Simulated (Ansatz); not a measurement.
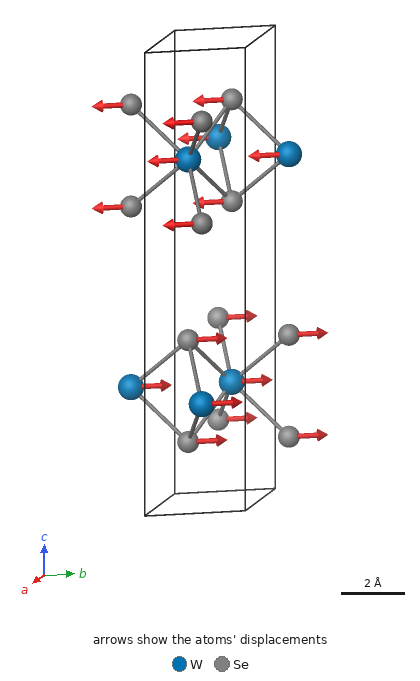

Lattice vibrations of solid WSe$_{2}$, space group P6₃/mmc (No. 194), at the zone centre. The optical levels lie at 4 (×2), 6, 168 (×4), 239 (×4), 242 (×2), 298 (×2) cm⁻¹. One mode is drawn. The red arrows are the displacements of the atoms (eigenvector over the root of the mass), of arbitrary overall length and sign. Style: ball-and-stick. Shown: the cell of the calculation, slightly off an axis.

Level of theory: DFT PBE, scalar-relativistic, plane waves, PAW (Ansatz 0.2.0). Set-up: plane-wave cutoff 420 eV; k-point mesh 12 × 12 × 2; occupations gaussian; smearing width 0.05 eV; no spin polarisation.

Frequencies are those without the non-analytic (LO–TO) term.

> Which of these frequencies is the drawn mode's?

The level at 4 cm⁻¹. This is the E₂g mode (doubly degenerate; one member of the set is drawn), the lowest optical level, Raman-active by symmetry. All motion is along b; whole layers move rigidly against one another; the kinetic energy is shared as W 54 %, Se 46 %. The frequency is so near zero that its sign isn't certain.

Limits of the set-up: layers or molecules are held without a dispersion correction, so their spacing is unreliable.
